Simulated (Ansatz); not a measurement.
## Geometry relaxation of Si54C (part 3 of 5)

The same run, continued: Si54C (defect cell, 55 atoms in the cell); DFT PBE, scalar-relativistic, plane waves, PAW, no spin polarisation (Ansatz 0.2.0); cutoff 420 eV, 2×2×2 k-mesh, Gaussian smearing of 0.01 eV. The structure derives from an entry of the Crystallography Open Database.

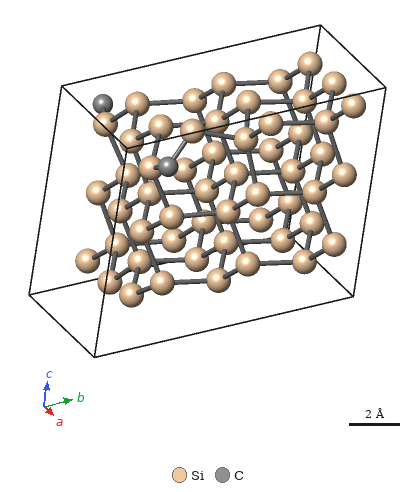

The geometry at step 18 of the log (ball-and-stick view of the cell of the calculation, seen slightly off an axis).

### Output, continued
```
--- Relaxed structure (18 steps of the walk, 17 accepted, 0 SCFs on fresh bases) ---
  F+E_penalty+E_count = -34580.52717187 eV   max|allowed force component| = 4.793e-3 eV/Å
  atoms:
    - { symbol: Si, position: [0.2549070756374042, 0.905173363456041, 0.9171865205208287] }
    - { symbol: Si, position: [0.2553906093229018, 0.5720400017859606, 0.9174623810723961] }
    - { symbol: Si, position: [0.2527553172553285, 0.9113748499460164, 0.5833639800025978] }
    - { symbol: Si, position: [0.24089841614959073, 0.24242830752840494, 0.9144382933259888] }
    - { symbol: Si, position: [0.2498901078237934, 0.5789764191767311, 0.5859797693057881] }
    - { symbol: Si, position: [0.24988306431020513, 0.9140137880781758, 0.25095251742871466] }
    - { symbol: Si, position: [0.25491152128934946, 0.24521645613130838, 0.5771364132585415] }
    - { symbol: Si, position: [0.24637837703144877, 0.5816338013406688, 0.25360493306496584] }
    - { symbol: Si, position: [0.25536777392370247, 0.24550983540515567, 0.24401473767637102] }
    - { symbol: Si, position: [0.5830938326410745, 0.9156914710320057, 0.9183304098482636] }
    - { symbol: Si, position: [0.5740879603278729, 0.5866261689898453, 0.9229303727212659] }
    - { symbol: Si, position: [0.5856050920567313, 0.9122396752020208, 0.5842295578163335] }
    - { symbol: Si, position: [0.602447037666428, 0.24243811691767408, 0.9144663502120587] }
    - { symbol: Si, position: [0.585397774782565, 0.5789852071226165, 0.5859540337504816] }
    - { symbol: Si, position: [0.585387528895219, 0.9139810926980783, 0.2509674409577595] }
    - { symbol: Si, position: [0.583104547955564, 0.24633682497415538, 0.5876828328694925] }
    - { symbol: Si, position: [0.581518373609887, 0.5826066324633791, 0.2546102834155386] }
    - { symbol: Si, position: [0.5740643182456361, 0.2509509773189429, 0.2586484241212206] }
    - { symbol: Si, position: [0.9229528269624292, 0.9051786586736456, 0.9171915432185821] }
    - { symbol: Si, position: [0.9166088799385105, 0.5866508659237205, 0.9229364422548462] }
    - { symbol: Si, position: [0.9182065925738063, 0.9122351346568456, 0.5842139412375102] }
    - { symbol: Si, position: [0.8746633935751288, 0.2894502542697327, 0.961328505083605] }
    - { symbol: Si, position: [0.9173341201272106, 0.5779628227559093, 0.5876328106884499] }
    - { symbol: Si, position: [0.9173319500212205, 0.9157232591065746, 0.24986177073216898] }
    - { symbol: Si, position: [0.9229703055375942, 0.2451851166789069, 0.5772017417447584] }
    - { symbol: Si, position: [0.9186381921947666, 0.5816229558004475, 0.2536457782248625] }
    - { symbol: Si, position: [0.9165730883031322, 0.25095250530967156, 0.25865486323143744] }
    - { symbol: Si, position: [0.1669906159617346, 0.8317927349771368, 0.16649247629977776] }
    - { symbol: Si, position: [0.16880542933818166, 0.49535331022054074, 0.16730539100877365] }
    - { symbol: Si, position: [0.17272102988182758, 0.8212261486756074, 0.833559716920073] }
    - { symbol: Si, position: [0.1659897897808751, 0.16387034017502827, 0.16449641304235385] }
    - { symbol: Si, position: [0.16603059097922945, 0.49248109632667975, 0.8358376781211323] }
    - { symbol: Si, position: [0.1679663535826299, 0.8289463629437455, 0.5009250427172312] }
    - { symbol: Si, position: [0.16486249926893087, 0.14988931188977328, 0.8218617436770791] }
    - { symbol: Si, position: [0.16699961839284938, 0.4945265856110636, 0.5037526351699484] }
    - { symbol: Si, position: [0.17273346183384275, 0.16157825269940507, 0.4931894190231819] }
    - { symbol: Si, position: [0.4998525066381151, 0.8322877768879575, 0.16822693270514694] }
    - { symbol: Si, position: [0.4961153732392055, 0.5004707681511317, 0.1724558942037765] }
    - { symbol: Si, position: [0.5005831247661272, 0.8331752069314216, 0.833796084850543] }
    - { symbol: Si, position: [0.5059031655097164, 0.16382635886910252, 0.16452170293202367] }
    - { symbol: Si, position: [0.505937571549284, 0.4924908177065266, 0.8357975513877385] }
    - { symbol: Si, position: [0.5024113546820143, 0.8289568037157125, 0.5009400425030679] }
    - { symbol: Si, position: [0.4989825441691378, 0.16513080346465353, 0.8371262874580996] }
    - { symbol: Si, position: [0.4998565593293176, 0.49622691137518865, 0.5042883280558579] }
    - { symbol: Si, position: [0.5005858989628291, 0.1618017790360169, 0.5051819512032426] }
    - { symbol: Si, position: [0.8349626248620545, 0.8317837849085015, 0.16650177423775192] }
    - { symbol: Si, position: [0.8312186347292618, 0.5004758937619194, 0.17246612328387018] }
    - { symbol: Si, position: [0.832671231847608, 0.8331961988621922, 0.8337888040071261] }
    - { symbol: Si, position: [0.8195413339214597, 0.1642942579153816, 0.19688408432305488] }
    - { symbol: Si, position: [0.8195659973891637, 0.5249782478615418, 0.8361974332445653] }
    - { symbol: Si, position: [0.8355380068345793, 0.8286314431123653, 0.5005602674947182] }
    - { symbol: Si, position: [0.8635894062690551, 0.14989092996886333, 0.8219341881089532] }
    - { symbol: Si, position: [0.8349643529275534, 0.4944963343297977, 0.5037984172432586] }
    - { symbol: Si, position: [0.8326777603875937, 0.16180615871610415, 0.5051892506220494] }
    - { symbol: C, position: [-0.018123186392676266, 0.1821282363640045, -0.14564660542922198] }
```
